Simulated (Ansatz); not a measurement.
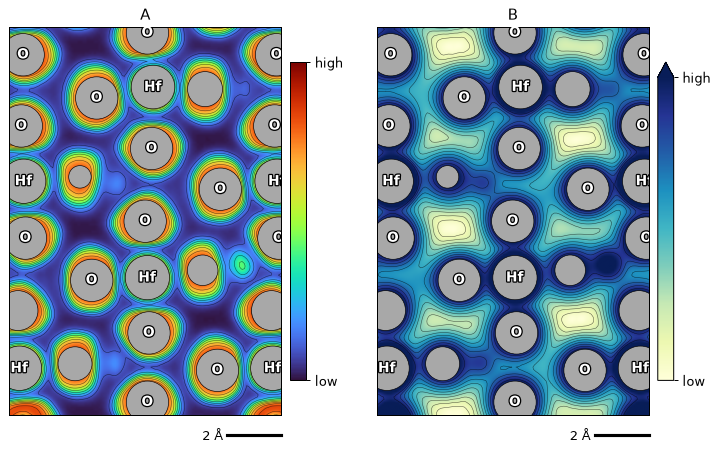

Hf17O32 (cell charge +3, with a compensating background) (cell with a defect): 2 fields on the (011) plane of the calculation cell, with unlabelled colour scales. Grey discs cover the atomic cores.

Spin-polarised.

Level of theory: Ansatz 0.2.0, DFT PBEsol, scalar-relativistic, plane waves, PAW.

Hf17O32 (cell charge +3, with a compensating background) (cell with a defect), 49 atoms, a = 9.37 Å, b = 9.37 Å, c = 9.37 Å, α = 93.56°, β = 117.97°, γ = 117.97°.

The panels show electron localisation function and valence pseudo-density in some order. Assign them.

Panel A: electron localisation function. Panel B: valence pseudo-density. From the grid: Hf–O (2.01 Å): ρ at the midpoint is about 0.93 e/Å³; the ELF peaks at about 0.85 in the valence shell of O, 0.6 Å from its nucleus, and drops to about 0.20 between the two atoms (no localised pair shows between them). Hf–O (2.05 Å): ρ is about 0.84 e/Å³ halfway; the ELF peaks at about 0.85 in the valence shell of O, 0.6 Å from its nucleus, and drops to about 0.20 between the two atoms (no shared electron pair shows on this line).
